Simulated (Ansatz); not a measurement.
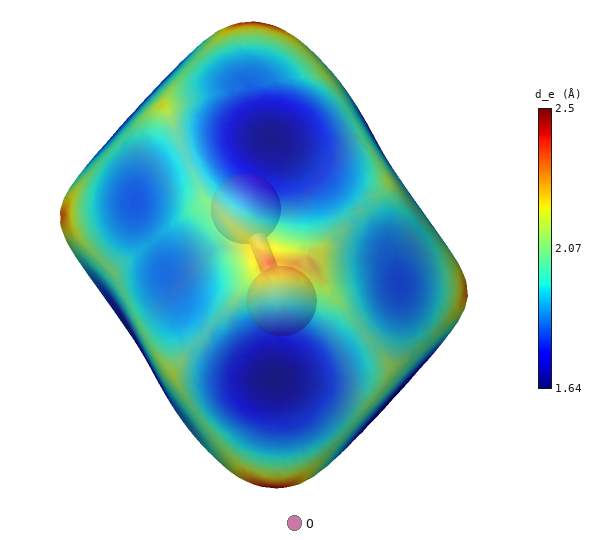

Hirshfeld surface computed for the O2 molecule in O (C2/m, No. 12), coloured by d_e.

The surface is where the fragment's share of the procrystal density (the sum of the densities of spherically averaged neutral Hartree-Fock atoms) equals one half. d_i and d_e are the distances from the surface to the nearest nucleus inside and outside. Van der Waals radii (Alvarez): O 1.50 Å.

Origin of the cell: the geometry relaxed with Ansatz, DFT PBE+D3(BJ), scalar-relativistic, plane waves, PAW.

```
CELL_PARAMETERS angstrom
6.10328 0.00000 0.00000
0.00000 3.60996 0.00000
-1.83517 0.00000 3.76214
ATOMIC_POSITIONS crystal
O 0.08657 0.00000 0.14641
O 0.91343 0.00000 0.85359
O 0.58657 0.50000 0.14641
O 0.41343 0.50000 0.85359
```

Which contact with the surroundings is the closest relative to the atoms' sizes?

O···O at 3.29 Å, 110 % of the sum of the van der Waals radii.

How is the surface shared among contacts (both directions of a pair summed)?

O···O 100 %.

Give the size and shape of the surface.

It encloses about 39.0 Å³, has an area of about 58 Å² and a globularity of 0.95 (1 for a sphere).
